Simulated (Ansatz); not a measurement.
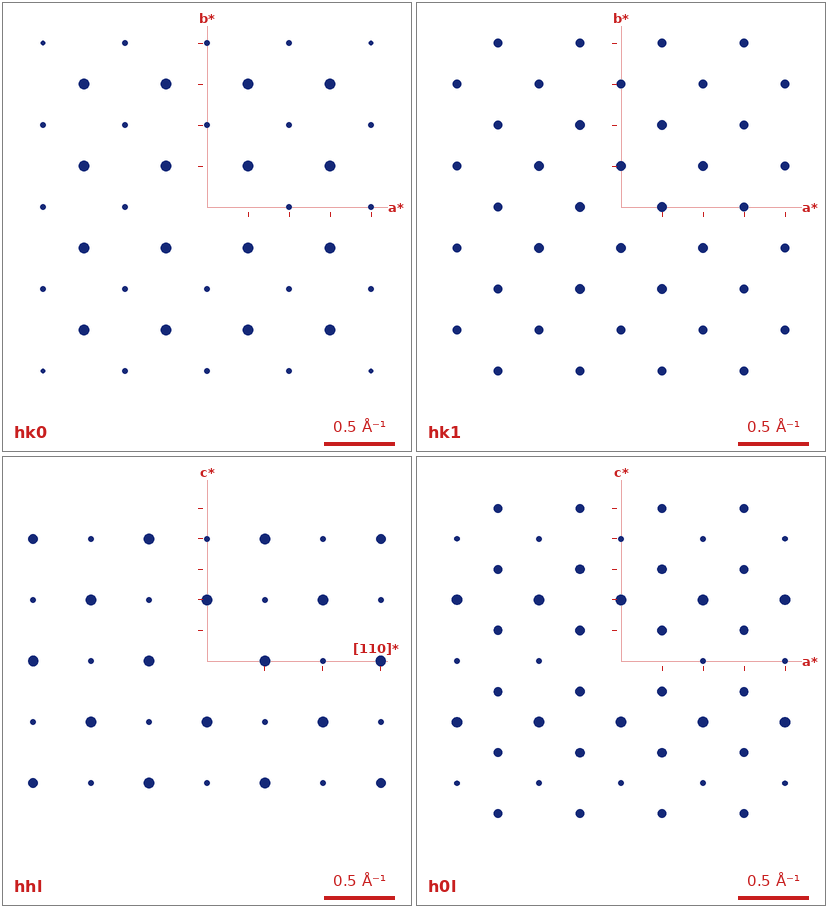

Simulated precession-type sections (neutrons; kinematic intensities, B = 0.5 Å²). The ticks mark integer indices of the conventional cell.

The compound is MnO. Structure: the geometry relaxed at fixed volume with Ansatz, DFT r2SCAN, scalar-relativistic, plane waves, PAW; the starting structure was generated, so it need not be a known form of this composition.

Q: What cell do the layers give?

A: a* = 0.294, b* = 0.294, c* = 0.219 Å⁻¹; the cell is tetragonal with a = 3.40 Å, c = 4.57 Å.

Q: List the systematic absences.

A: Reflections are present only under these conditions. hkl: h + k + l = 2n; hk0: h + k = 2n; h0l: h + l = 2n; hhl: l = 2n; h00: h = 2n; 00l: l = 2n. The lattice is body-centred (I).

Q: Which space groups fit?

A: The intensities have Laue symmetry 4/mmm (the hk0 layer shows 4mm, hk1 shows 4mm). With these conditions the candidates are I422 (No. 97), I4mm (No. 107), I-4m2 (No. 119), I-42m (No. 121), I4/mmm (No. 139). Diffraction geometry alone does not choose among them; the structure has I-4m2.
